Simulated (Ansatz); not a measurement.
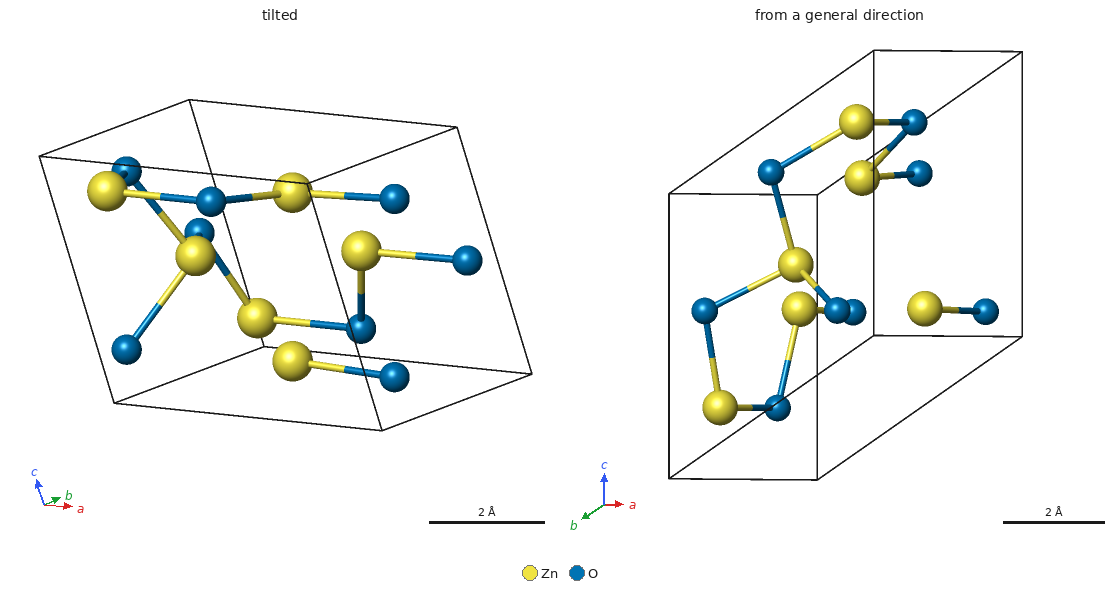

Ball-and-stick representation of a periodic structure, projected slightly off an axis and from a general direction. The wireframe shows the supercell. The host is ZnO, in a cell of 12 sites, and the cell is neutral.

Where does the cell differ from the host, and how?

An oxygen vacancy. Around the empty site lie four Zn at about 1.8 Å.

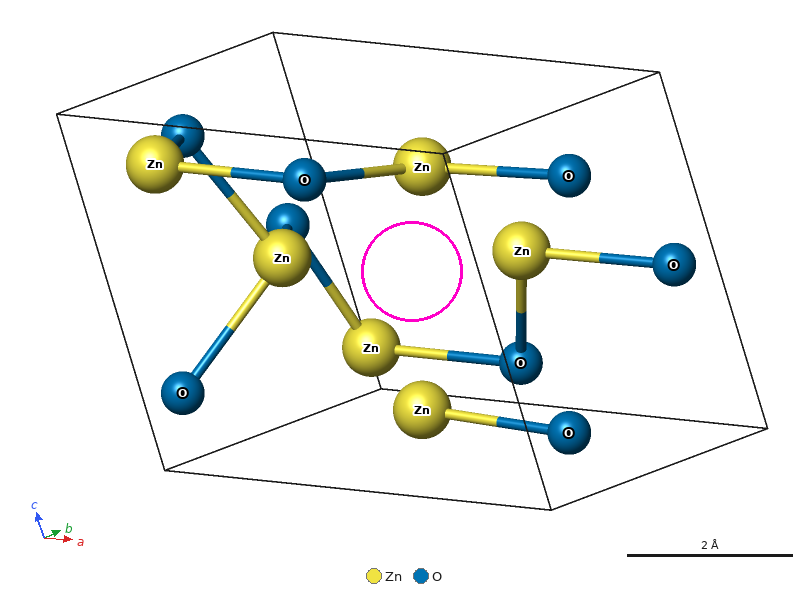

The same cell with a ring at the defect's site.

The atoms were relaxed in the host's cell with Ansatz, DFT PBE, scalar-relativistic, plane waves, PAW.
